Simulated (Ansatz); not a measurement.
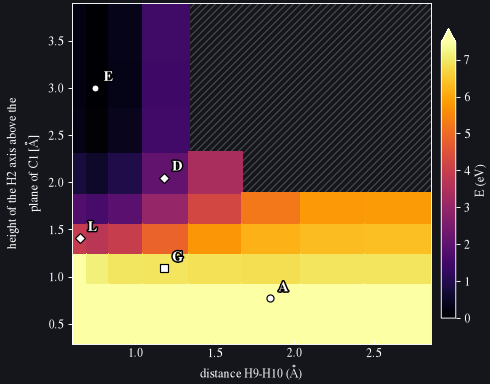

H₂ on a two-dimensional sheet of C of the honeycomb type (8 atoms of substrate and one adsorbate in a 2 × 2 cell). H2 lies flat over one site of a rigid substrate while its bond length and height are varied; it sits over a bridge site, heights counted from the top plane, its axis along a direction equivalent to the first surface vector. First axis: distance H9-H10. Second axis: height of the H2 axis above the plane of C1. The scan uses an 8 × 9 grid. At 15 points there is no value (left out: too close to the surface, or the stretched molecule far from it). Points are written as (first, second). Energies: eV, counted from the lowest grid point. These are results of DFT PBE+D3(BJ), scalar-relativistic, plane waves, PAW (Ansatz 0.2.0), not measurements. Settings: cutoff 420 eV, k-mesh 6×6×1, gaussian smearing 0.1 eV, no spin polarisation.

Drawn: one coloured cell a grid point, one colour for all values above the top of the scale, hatched blanks where no value was computed, lettered points.

**Rank the lettered points by energy, lowest first.**

E (0.0 eV), D (2.0 eV), L (3.9 eV), G (6.9 eV), A (8.0 eV).

PAW datasets: the set soft_1.
